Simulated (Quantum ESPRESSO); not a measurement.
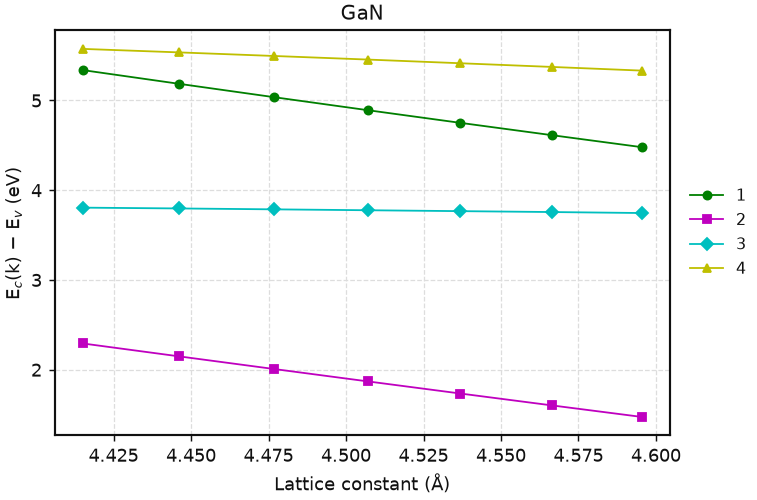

Lowest conduction level at each named k point, counted from the valence-band top at Γ. The curves are numbered.

System: zincblende GaN, space group F-43m (No. 216), 2 atoms in the primitive cell. The cell is scaled uniformly. Computed with Quantum ESPRESSO 7.5: r2SCAN, SG15 PBE 1.2, no spin polarisation, no spin-orbit coupling, 8×8×8 k mesh, 1197 eV cutoff.

Q: Which curve belongs to which k point: K, L, X and Γ?

A: 1 is L; 2 is Γ; 3 is X; 4 is K. Γ falls by 0.82 eV, X falls by 0.06 eV, L falls by 0.86 eV and K falls by 0.24 eV.

Q: Which of these conduction levels is lowest, and does that change?

A: The lowest is the one at Γ, over the whole range, so among these points the gap stays direct.

The potentials were made for another functional. LDA, GGA and most meta-GGA functionals understate gaps. The usual form of GaN is wurtzite.
